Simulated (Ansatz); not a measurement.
## Si: single-point calculation

- system: Si (Imma, 2 atoms in the cell)
- method: DFT, PBE, plane waves, PAW, no spin polarisation (Ansatz 0.2.0)

The structure derives from an entry of the Crystallography Open Database. Some settings of this run were made unusual or wrong on purpose.

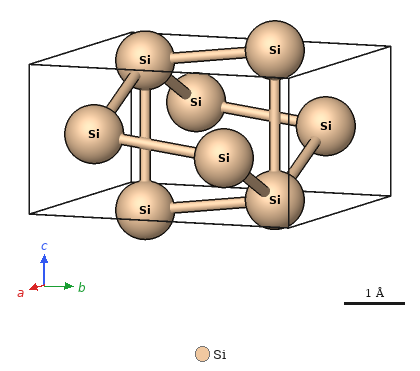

*The structure (ball-and-stick view of the cell 2 times as large as that of the calculation, set on its symmetry axes, seen slightly off an axis). An atom can appear more than once, as a periodic image.*

## Input file
```yaml
crystal:
  lattice:
    - [-2.251, 2.3685, 1.275]
    - [2.251, -2.3685, 1.275]
    - [2.251, 2.3685, -1.275]
  atoms:
    - { symbol: Si, position: [0.807, 0.557, 0.25] }
    - { symbol: Si, position: [0.193, 0.443, 0.75] }
kpoints:
  mp_grid: { grid: [16, 16, 16] }
scf:
  occupations: { method: gaussian, width: 5.0 }
  max_iter: 60
hamiltonian:
  xc: pbe
  pseudopotentials: { kind: paw }
output:
  forces: true
  stress: true
  eigenvalues: true
  efg: { contact_densities: true }
basis:
  ecutwfc: 800
```

Hardware: 1 thread of Arm Neoverse V1, 24 GiB of memory available, shared host.

Run as:
```bash
ansatz run input.yaml --threads 1 --pin off --max-ram 2048MiB --backend cpu --events-out ev --progress --plain --runs-dir out
```

## Log
```
band count auto-derived: 14 (N_el = 8.0; filled up to band 4; 8 by the electrons, moments and atoms)
Engine: ansatz 0.2.0, aarch64-unknown-linux-gnu
Pseudopotentials: kind: paw
Pseudopotential: Si, paw, valence charge 4, recommended cutoff 420 eV (normal), Si.paw.azcp
Functional definition: PBE
  parameter kappa = 0.804
  parameter beta = 0.06672455060314922
  exchange = pbe_x(kappa = kappa, mu = beta*pi^2/3)
  correlation = pbe_c(beta = beta)
Crystal: 2 atoms, lattice volume = 27.191 Å³
Basis set: ecut = 800 eV, 1389 PW (Γ), exchange–correlation on 72×72×72 points (8 copies of the dense FFT grid, shifted against one another)
Bands: 14, of which v1, the nominal top of the filled ones, is band 4 counted from 1 (3 counted from 0)
Symmetry: 8 space group operations
Space group: Imma (ITA 74), of the structure as read, at distance tolerance 3.0e-5 Å
k-points: 621 of 4096
Non-local potential: Si, projectors of the file, l = 0: 2, l = 1: 2, l = 2: 2
PAW form: soft (Blöchl's): semilocal exchange-correlation on the pseudo side does not see the compensation charge
PAW one-centre angular grid: Si, 110 points (default); XC on 64 Gauss nodes
Initial density: superposition of atomic densities (neutral atoms: chi_scale 0, normalization atom), corrected by the library's trained network
Initial wavefunctions: pseudopotential atomic-orbital guess
Functional: x = pbe(κ = 0.804, μ = 0.2195149727645171), c = pbe(β = 0.06672455060314922)
SCF iter   1: F=—  HF=-1275.621426 eV  |F-HF|=—  |Δ(HF+E_count)|=         —  Δρ=5.66e-3  dr2=5.66e-3  ethr=1.77e-3  ⟨swp⟩=4.2  Hψ=50200  notcnv=0
preconditioner: auto → none  [metal: Δε(μ)=0.005 eV  Ē_g=16.326 eV  σ=5.000 eV  W_gap=0.00  n_scr=4 (ndim 8)  ℏωp=20.1 eV  f_vac=0.000  D(μ)=0.78/eV (n_scr^D=4)  sad-step TF]
SCF iter   2: F=—  HF=-1275.621252 eV  |F-HF|=—  |Δ(HF+E_count)|=   1.74e-4  Δρ=3.36e-3  dr2=1.99e-3  ethr=7.07e-5  ⟨swp⟩=1.0  Hψ=13662  notcnv=0
SCF iter   3: F=—  HF=-1275.621111 eV  |F-HF|=—  |Δ(HF+E_count)|=   1.41e-4  Δρ=1.53e-4  dr2=4.84e-6  ethr=2.49e-5  ⟨swp⟩=1.0  Hψ=8694  notcnv=0
SCF iter   4: F=—  HF=-1275.621113 eV  |F-HF|=—  |Δ(HF+E_count)|=   1.95e-6  Δρ=2.44e-5  dr2=7.81e-8  ethr=6.05e-8  ⟨swp⟩=2.6  Hψ=13565  notcnv=0
iter 5 did not close the SCF: its close was put off for the readings that it lacked (scf_convergence_deferred on its scf_iter line)
SCF iter   5: F=-1275.621113 eV  HF=-1275.621113 eV  |F-HF|=1.54e-9  |Δ(HF+E_count)|=   1.89e-7  Δρ=3.65e-6  dr2=3.97e-9  ethr=9.76e-10  ⟨swp⟩=2.2  Hψ=13106  notcnv=0
SCF iter   6: F=-1275.621113 eV  HF=-1275.621113 eV  |F-HF|=9.64e-11  |Δ(HF+E_count)|=   1.10e-9  Δρ=8.96e-7  dr2=2.00e-10  ethr=4.96e-11  ⟨swp⟩=1.7  Hψ=25830  notcnv=0
SCF 1 converged in 6 iterations: F = -1275.621113 eV  dr2 = 2.00e-10
  greatest PAW one-centre occupation: 0.646 electrons in one spin orbital (limit 2), on the Si atom at site 1 (counted from 0), in its partial waves of l = 0
```

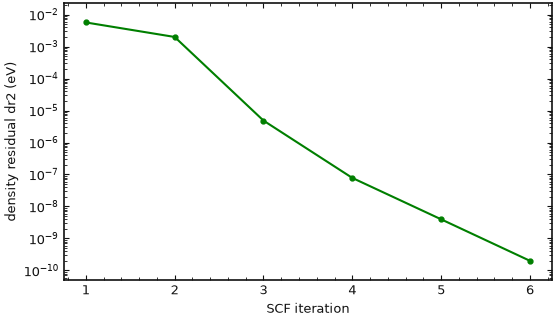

*Convergence of the self-consistent field: density residual dr2 against the SCF iteration.*

The residual falls at every step.

```
SCF converged after 6 iterations
Free energy (F): -1275.621113 eV
Harris-Foulkes:  -1275.621113 eV  (|F-HF|=9.64e-11)
Internal energy: -1265.864210 eV  (E = F + TS)
E sigma→0 (E₀):  -1270.742662 eV
Entropy (-TS):   -9.756903 eV (-4878.452 meV/atom)
Fermi energy:    11.170009 eV
--- Per-component energies (eV) ---
  E_band       = 48.311640
  E_kinetic    = 92.056443
  E_local      = 3.346494  (includes V_loc(G=0)·N_el)
  E_nonlocal   = 51.711899
  E_hartree    = 1.704420
  E_xc         = -113.453442
  E_vxc        = -97.598766  (∫ρ·V_xc dr)
  E_paw        = -1025.186630  (= ΣΔE_a)
  E_vpaw       = -4.613291  (= ΣTr[D̂ρ^β])
  E_aug_tail   = 0.000001  (compensation charges beyond the density's cutoff)
  E_ewald      = -276.043396
  E_smearing   = -9.756903  (= −TS)
  E_closure    = 0.000000  (closes the sum)
  Σ components = -1275.621113   (vs F -1275.621113, Δ=0.00e0)
--- Forces (eV/Å), atoms counted from 1 ---
  atom   1  Si     0.00000000     0.00000000    -0.10261298
  atom   2  Si     0.00000000     0.00000000     0.10261298
  max |Σ_I F_I| component: 1.39e-17 eV/Å
--- Stress (GPa, compression-positive) ---
       31.931005       0.000000       0.000000
        0.000000      37.618954       0.000000
        0.000000       0.000000      30.113410
  P = ⅓ Tr σ = 33.2211 GPa (332.211 kbar)
--- PAW observables at the nuclei: V_zz in 10²¹ V/m², potentials from the cell's mean, atoms counted from 1 ---
  atom   1  Si V_zz =    -1.505457   η = 0.2360   by run symmetry: allowed
            electrostatic potential = -1363.476000 V   contact ρ = 12813.976791 e/Å³
  atom   2  Si V_zz =    -1.505457   η = 0.2360   by run symmetry: allowed
            electrostatic potential = -1363.476000 V   contact ρ = 12813.976791 e/Å³
--- Band table (eV; the first three rows and the last of 621) ---
  k-point 0: bands = ["-3.5366", "8.3173", "8.7518", "9.6368", "12.3477", "19.0196", "20.4030", "21.3159", "21.8926", "22.0476", "23.3202", "24.3739", "24.5544", "25.1345"]
  k-point 1: bands = ["-3.4837", "7.6382", "8.6258", "10.2208", "12.7482", "18.2992", "20.6800", "21.3452", "21.7820", "21.8924", "23.4528", "24.3579", "24.7876", "25.2270"]
  k-point 2: bands = ["-3.3251", "6.3852", "8.7368", "10.7862", "13.8601", "17.1646", "20.0565", "21.2078", "21.5411", "22.2925", "23.8502", "24.1314", "25.4109", "25.7116"]
  k-point 620: bands = ["2.0777", "3.0845", "3.5616", "3.8809", "17.0465", "17.7968", "25.5049", "26.1985", "26.2462", "26.4237", "27.2690", "27.4390", "27.9270", "28.5886"]
```

## Outcome

| quantity | value |
| --- | --- |
| outcome | converged |
| space group (tolerance 0.01 Å) | Imma (74) |
| electrons treated | 8 |
| free energy | −1275.6211 eV |
| Fermi energy | 11.170 eV |
| pressure | 33.22 GPa |
| largest force (length of the vector) | 0.103 eV/Å |
| wall time | 28 s |
| peak memory | 0.77 GiB |

## What went wrong

A setting was made wrong on purpose: a smearing of electronvolts (`scf.occupations`). So wide a smearing fills empty bands and washes out gaps and moments. The program still converged, but the numbers can't be taken as results for the intended system.
